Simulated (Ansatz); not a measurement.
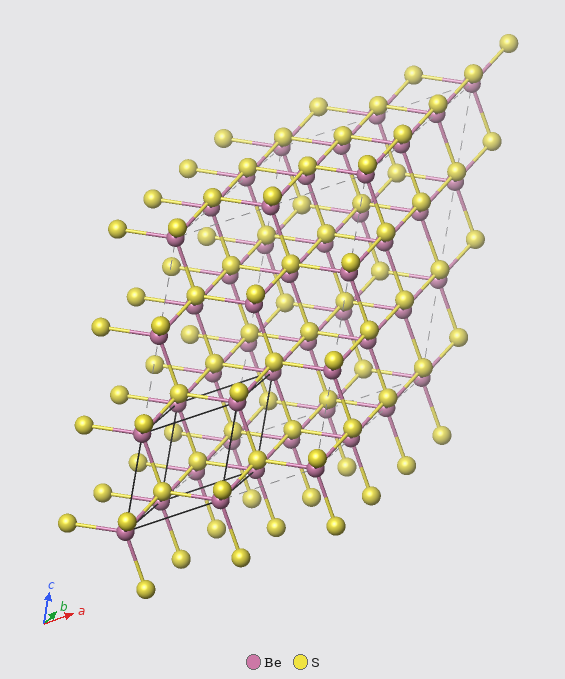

The structure above is drawn in ball-and-stick style and viewed slightly off an axis. The simulation cell (solid box) is repeated to 2×3×3 cells. Some neighbours outside the box are added.

The calculation's input:
```yaml
crystal:
  lattice:
    - [-0.0657638974, 2.4415715199, 2.4415715199]
    - [2.4415715199, -0.0657638974, 2.4415715199]
    - [2.4415715199, 2.4415715199, -0.0657638974]
  atoms:
    - { symbol: Be, position: [-0.0011243167, -0.0011243167, -0.0011243167] }
    - { symbol: S, position: [0.2511243167, 0.2511243167, 0.2511243167] }
kpoints:
  mp_grid: { grid: [6, 6, 6] }
hamiltonian:
  xc: pbe
scf:
  occupations: { method: fixed }
gw:
  n_empty_bands: 126
  ecut_chi: 150
  qp_bands: [v2, c2]
  qp_kpoints: band_edges
  screening: { model: contour_deformation }
```

Calculation details: G0W0 on PBE, plane waves, PAW in Ansatz 0.2.0; a 420 eV plane-wave basis, the zone sampled with 6×6×6 points, no spin polarisation.

What does the calculation say: metal or gapped?

Answer. An insulator at this level, with a gap of 3.06 eV, indirect; the smallest direct gap is 5.04 eV.

The structure comes from a structure type filled with these elements by a generator (whether the compound takes this form wasn't checked). Earlier steps of the study, as a rule a relaxation of our own, may have changed the cell and positions, so they can lie some per cent off the listed ones. It went into a calculation with Ansatz.
